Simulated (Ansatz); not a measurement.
Geometry relaxation of C

C (2 atoms in the cell), computed with DFT LDA, scalar-relativistic, plane waves, PAW, PAW set soft_1, no spin polarisation (Ansatz 0.2.0).

The structure derives from an entry of the Crystallography Open Database. Figures and captions count atoms from 1; the log counts them from 0 in places.

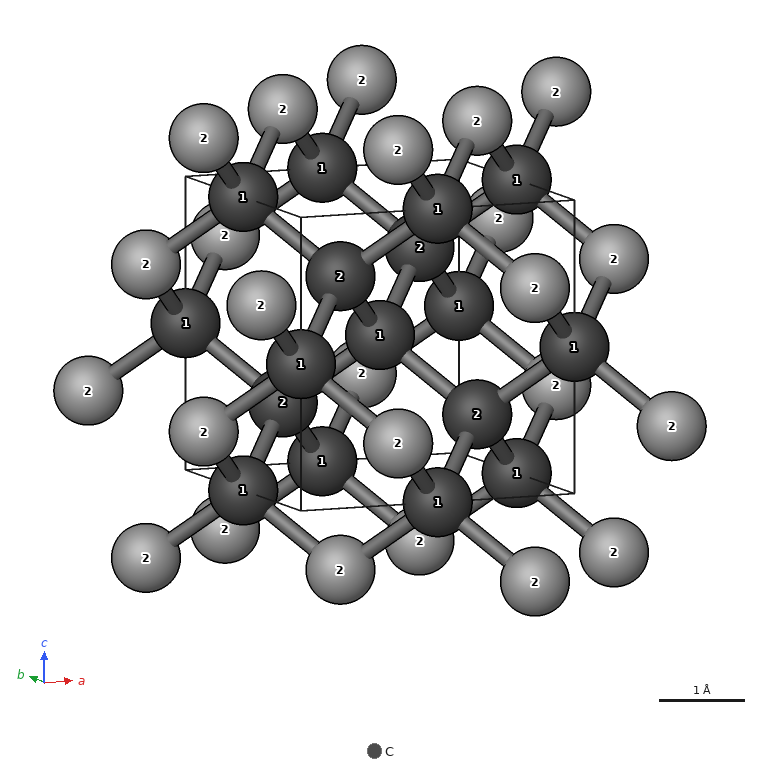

Fig. 1: The structure as given in the input (ball-and-stick view of the cell 4 times as large as that of the calculation, set on its symmetry axes, seen slightly off an axis; neighbours outside the cell are drawn fainter; atoms are numbered from 1 in the order of the input).

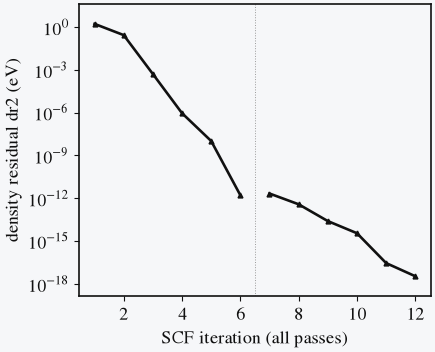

Fig. 2: Convergence of the self-consistent field: density residual dr2 against the SCF iteration. The dotted lines part the SCF passes of the relaxation: geometry steps, rejected trials and re-solves on a re-selected basis. The passes take 6 and 6 iterations.

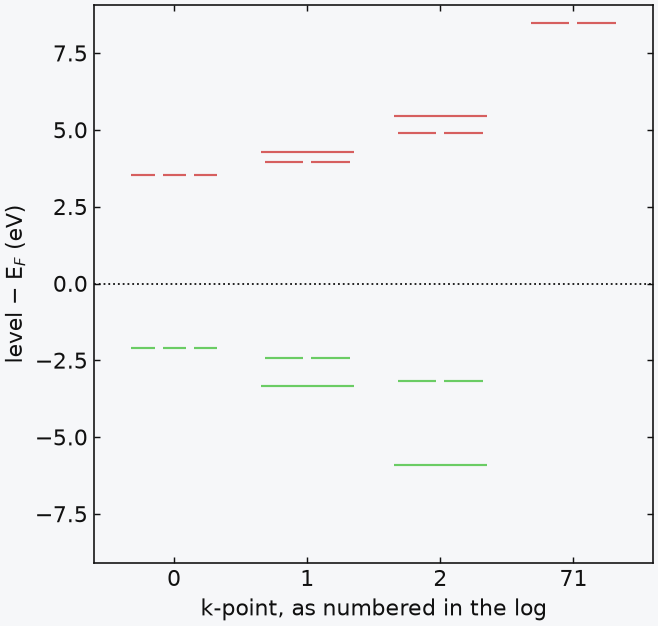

Fig. 3: Kohn–Sham levels near the Fermi level (dotted) at the few k-points that the log prints; levels within 0.02 eV of each other stand side by side. Among these points the highest filled and lowest empty levels are 5.62 eV apart; the gap on the full mesh, 4.20 eV, has an edge at a point that isn't printed.

The input that produced these results follows, with the program's output.

Input file:
```yaml
crystal:
  lattice:
    - [0.0, 1.765748987, 1.765748987]
    - [1.765748987, 0.0, 1.765748987]
    - [1.765748987, 1.765748987, 0.0]
  atoms:
    - { symbol: C, position: [0.5, 0.5, 0.5] }
    - { symbol: C, position: [0.75, 0.75, 0.75] }
basis:
  ecutwfc: 420
kpoints:
  mp_grid: { grid: [12, 12, 12] }
hamiltonian:
  xc: lda
  pseudopotentials: { kind: paw, azcp: { folder: soft_1 } }
scf:
  occupations: { method: gaussian, width: 0.02 }
output:
  forces: true
  stress: true
  eigenvalues: true
relax:
  adjacent_minimum: "off"
  f_tol: 0.005
  max_steps: 80
  cell: { stress_tol: 0.05 }
```

Run as:
```bash
ansatz run input.yaml --threads 4 --pin off --max-ram 8192MiB --backend cpu --events-out ev --progress --plain --runs-dir out
```

The program's output:
```
Warning: [file] the record states the generating functional pbe (its physics header spells it `PBE`), which answers neither for hamiltonian.xc's functional nor for the lda family's — results may be inconsistent (PPs are generated against a specific XC)
Engine: ansatz 0.2.0, x86_64-unknown-linux-gnu
Pseudopotentials: kind: paw
Pseudopotential: C, paw, valence charge 4, recommended cutoff 420 eV (normal), [file]
Functional definition: SPW92
  exchange = slater_x
  correlation = pw_c
Crystal: 2 atoms, lattice volume = 11.011 Å³
Basis set: ecut = 420 eV, 181 PW (Γ)
Bands: 8, of which v1, the nominal top of the filled ones, is band 4 counted from 1 (3 counted from 0)
Symmetry: 48 space group operations
Space group: Fd-3m (ITA 227), of the structure as read, at distance tolerance 2.2e-5 Å
k-points: 72 of 1728
Non-local potential: C, projectors of the file, l = 0: 2, l = 1: 2, l = 2: 1
PAW form: soft (Blöchl's): semilocal exchange-correlation on the pseudo side does not see the compensation charge
PAW frozen core: C, regenerated for the run's functional, and the local potential with it (the file was generated under x = pbe(κ = 0.804, μ = 0.2195149727645171), c = pbe(β = 0.06672455060314922))
PAW one-centre angular grid: C, 110 points (default); XC on 64 Gauss nodes
Initial density: superposition of atomic densities (chi_scale 0.1, normalization cell)
Initial wavefunctions: pseudopotential atomic-orbital guess
Functional: x = slater, c = lda
SCF iter   1: F=—  HF=-486.719978 eV  |F-HF|=—  |Δ(HF+E_count)|=         —  Δρ=1.47e-1  dr2=1.68e0  ethr=3.10e-3  ⟨swp⟩=4.8  Hψ=3712  notcnv=0
preconditioner: auto → none  [insulator: Δε(μ)=5.020 eV  Ē_g=19.988 eV  σ=0.020 eV  W_gap=1.00  n_scr=0 (ndim 8)  ℏωp=31.7 eV  f_vac=0.000  D(μ)=0.00/eV (n_scr^D=0)  ε∞_Penn≈3.5]
SCF iter   2: F=—  HF=-486.096529 eV  |F-HF|=—  |Δ(HF+E_count)|=   6.23e-1  Δρ=6.08e-2  dr2=2.74e-1  ethr=3.10e-3  ⟨swp⟩=2.7  Hψ=1676  notcnv=0
SCF iter   3: F=—  HF=-485.990318 eV  |F-HF|=—  |Δ(HF+E_count)|=   1.06e-1  Δρ=3.82e-3  dr2=5.15e-4  ethr=3.10e-3  ⟨swp⟩=2.4  Hψ=1144  notcnv=0
SCF iter   4: F=—  HF=-485.990474 eV  |F-HF|=—  |Δ(HF+E_count)|=   1.56e-4  Δρ=1.47e-4  dr2=9.19e-7  ethr=6.43e-6  ⟨swp⟩=2.8  Hψ=1146  notcnv=0
SCF iter   5: F=—  HF=-485.990475 eV  |F-HF|=—  |Δ(HF+E_count)|=   7.82e-7  Δρ=2.00e-5  dr2=1.03e-8  ethr=1.15e-8  ⟨swp⟩=1.9  Hψ=796  notcnv=0
SCF iter   6: F=-485.990475 eV  HF=-485.990475 eV  |F-HF|=8.53e-13  |Δ(HF+E_count)|=   5.41e-9  Δρ=2.44e-7  dr2=1.63e-12  ethr=1.28e-10  ⟨swp⟩=2.2  Hψ=1871  notcnv=0
SCF 1 converged in 6 iterations: F = -485.990475 eV  dr2 = 1.63e-12
  greatest PAW one-centre occupation: 0.643 electrons in one spin orbital (limit 2), on the C atom at site 1 (counted from 0), in its partial waves of l = 0
relax step   1: F+E_penalty+E_count = -485.99047457 eV  Δ(F+E_penalty+E_count) = +0.000e0 eV  max|allowed force component| = 4.626e-18 eV/Å  Δτ_max = 0.0000 Å  P = -0.021 GPa  Ω = 11.011 Å³  (6 SCF iters, dr2 threshold 1.00e-7 eV, accepted)
Initial density: handed on by an earlier stage of this run
Initial wavefunctions: pseudopotential atomic-orbital guess (no wavefunctions were taken with the density)
iter 1 solved again at ethr=1.77e-8 eV; its pass at ethr=3.10e-3 eV (dr2=1.41e-6 eV) is discarded
SCF iter   1: F=—  HF=-485.990475 eV  |F-HF|=—  |Δ(HF+E_count)|=         —  Δρ=2.55e-7  dr2=2.14e-12  ethr=1.77e-8  ⟨swp⟩=3.3  Hψ=5415  notcnv=0
eigensolver tolerance schedule: the retry pair's looser diagonalisation over-reported the residual by 660286.88 of it (diagonalisation noise at an unbounded share of the residual, at the tolerance the schedule requests for it); recorded, not acted on — ethr = c·dr2/N_el stays at c = 1.0e-1
preconditioner: auto → none  [insulator: Δε(μ)=4.202 eV  Ē_g=19.923 eV  σ=0.020 eV  W_gap=1.00  n_scr=0 (ndim 8)  ℏωp=31.7 eV  f_vac=0.000  D(μ)=0.00/eV (n_scr^D=0)  ε∞_Penn≈3.5]
iter 2 did not close the SCF: its close was put off for the readings that it lacked (scf_convergence_deferred on its scf_iter line)
SCF iter   2: F=-485.990475 eV  HF=-485.990475 eV  |F-HF|=3.41e-13  |Δ(HF+E_count)|=  1.78e-10  Δρ=1.25e-7  dr2=3.76e-13  ethr=1.00e-12  ⟨swp⟩=2.1  Hψ=802  notcnv=0
iter 3 did not close the SCF: its close was put off for the readings that it lacked (scf_convergence_deferred on its scf_iter line)
SCF iter   3: F=-485.990475 eV  HF=-485.990475 eV  |F-HF|=1.14e-13  |Δ(HF+E_count)|=  4.55e-13  Δρ=2.16e-8  dr2=2.50e-14  ethr=1.00e-12  ⟨swp⟩=1.0  Hψ=576  notcnv=0
iter 4 did not close the SCF: its close was put off for the readings that it lacked (scf_convergence_deferred on its scf_iter line)
SCF iter   4: F=-485.990475 eV  HF=-485.990475 eV  |F-HF|=1.14e-13  |Δ(HF+E_count)|=  1.14e-13  Δρ=6.27e-9  dr2=3.52e-15  ethr=1.00e-12  ⟨swp⟩=1.0  Hψ=576  notcnv=0
iter 5 did not close the SCF: its close was put off for the readings that it lacked (scf_convergence_deferred on its scf_iter line)
SCF iter   5: F=-485.990475 eV  HF=-485.990475 eV  |F-HF|=2.27e-13  |Δ(HF+E_count)|=  1.14e-13  Δρ=6.02e-10  dr2=2.84e-17  ethr=1.00e-12  ⟨swp⟩=1.0  Hψ=576  notcnv=0
SCF iter   6: F=-485.990475 eV  HF=-485.990475 eV  |F-HF|=5.68e-14  |Δ(HF+E_count)|=  5.68e-14  Δρ=2.19e-10  dr2=3.39e-18  ethr=1.00e-12  ⟨swp⟩=1.6  Hψ=1563  notcnv=0
SCF 2 converged in 6 iterations: F = -485.990475 eV  dr2 = 3.39e-18
relax step   2: F+E_penalty+E_count = -485.99047457 eV  Δ(F+E_penalty+E_count) = +6.139e-12 eV  max|allowed force component| = 1.850e-17 eV/Å  Δτ_max = 0.0000 Å  P = -0.021 GPa  Ω = 11.011 Å³  stress off target by 2.11e-2 GPa  SCF on the basis re-selected at this cell (its energy is not comparable with the rows above)  (6 SCF iters)
basis re-selected at this cell: Δ(F+E_penalty+E_count) = +6.139e-12 eV, ΔP = +0.000 GPa vs the last step (what re-selecting the basis moved, of the pressure what is left beyond the Pulay correction that the steps carried, after the strain that the cell walked since its last selection, with what the two solves' SCF thresholds leave and, on support functions, any second-order correction that the steps lacked; it is no measure of the basis error at this ecutwfc). This SCF's stress stands 2.11e-2 GPa from its target on what of the cell is left free (relax.cell.stress_tol is 5.00e-2 GPa) and its largest allowed force component is 1.85e-17 eV/Å (relax.f_tol is 5.00e-3 eV/Å): within both
SCF converged after 6 iterations
Free energy (F): -485.990475 eV
Harris-Foulkes:  -485.990475 eV  (|F-HF|=5.68e-14)
Internal energy: -485.990475 eV  (E = F + TS)
E sigma→0 (E₀):  -485.990475 eV
Fermi energy:    15.738958 eV
--- Per-component energies (eV) ---
  E_band       = 36.331954
  E_kinetic    = 181.634448
  E_local      = -109.828769  (includes V_loc(G=0)·N_el)
  E_nonlocal   = 48.022678
  E_hartree    = 25.831517
  E_xc         = -95.202144
  E_vxc        = -117.917917  (∫ρ·V_xc dr)
  E_paw        = -185.140120  (= ΣΔE_a)
  E_vpaw       = -17.241560  (= ΣTr[D̂ρ^β])
  E_aug_tail   = 0.000038  (compensation charges beyond the density's cutoff)
  E_ewald      = -351.433789
  E_core_change = 0.125665  (= ΣΔE_core)
  E_smearing   = -0.000000  (= −TS)
  E_closure    = -0.000000  (closes the sum)
  Σ components = -485.990475   (vs F -485.990475, Δ=0.00e0)
--- Forces (eV/Å), atoms counted from 1 ---
  atom   1  C     -0.00000000    -0.00000000    -0.00000000
  atom   2  C     -0.00000000    -0.00000000     0.00000000
  max |Σ_I F_I| component: 3.70e-17 eV/Å
--- Stress (GPa, compression-positive) ---
       -0.021084       0.000000       0.000000
       -0.000000      -0.021084       0.000000
        0.000000       0.000000      -0.021084
  P = ⅓ Tr σ = -0.0211 GPa (-0.211 kbar)
--- Band table (eV; the first three rows and the last of 72) ---
  k-point 0: bands = ["-8.1015", "13.6381", "13.6381", "13.6381", "19.2612", "19.2612", "19.2612", "27.7950"]
  k-point 1: bands = ["-7.9056", "12.3935", "13.3041", "13.3041", "19.6941", "19.6941", "20.0116", "27.9048"]
  k-point 2: bands = ["-7.3195", "9.8309", "12.5815", "12.5815", "20.6318", "20.6318", "21.1998", "28.2174"]
  k-point 71: bands = ["1.6854", "1.6854", "5.0122", "5.0122", "24.2168", "24.2168", "26.3290", "26.3290"]
--- Relaxed structure (1 steps of the walk, 1 accepted, 1 SCFs on fresh bases) ---
  F+E_penalty+E_count = -485.99047457 eV   max|allowed force component| = 1.850e-17 eV/Å   (the final SCF, on the basis selected at the relaxed cell)
  cell:  # Å, volume = 11.0107 Å³
    - [0.0, 1.765748987, 1.765748987]
    - [1.765748987, 0.0, 1.765748987]
    - [1.765748987, 1.765748987, 0.0]
  atoms:
    - { symbol: C, position: [0.49999999999999994, 0.49999999999999994, 0.49999999999999994] }
    - { symbol: C, position: [0.7499999999999999, 0.7499999999999999, 0.7499999999999999] }
```

Trajectory as extended XYZ (Å, eV, eV/Å), 2 frames, from step=1 to step=2:
```
2
Lattice="0.0000 1.7657 1.7657 1.7657 0.0000 1.7657 1.7657 1.7657 0.0000" Properties=species:S:1:pos:R:3:forces:R:3 step=1 energy=-485.99048 pressure_GPa=-0.02
C     1.7657    1.7657    1.7657    0.0000   0.0000   0.0000
C     2.6486    2.6486    2.6486    0.0000   0.0000   0.0000
2
Lattice="0.0000 1.7657 1.7657 1.7657 0.0000 1.7657 1.7657 1.7657 0.0000" Properties=species:S:1:pos:R:3:forces:R:3 step=2 energy=-485.99048 pressure_GPa=-0.02
C     1.7657    1.7657    1.7657    0.0000   0.0000   0.0000
C     2.6486    2.6486    2.6486    0.0000   0.0000   0.0000
```

Key numbers:

```tsv
quantity	value
outcome	converged
space group (tolerance 0.01 Å)	Fd-3m (227)
electrons treated	8
free energy	−485.9905 eV
Fermi energy	15.739 eV
gap on the k-point mesh	4.20 eV
pressure	−0.02 GPa
final volume	11.01 Å³
largest force (length of the vector) at the end	under 0.001 eV/Å
final cell	a = 2.497 Å, b = 2.497 Å, c = 2.497 Å, α = 60.00°, β = 60.00°, γ = 60.00°
hardware	4 threads of AMD EPYC (Zen 5), 32 GiB of memory available, shared host
peak memory	0.32 GiB
```

Remarks:

The program warns: the PAW datasets were made with another functional.
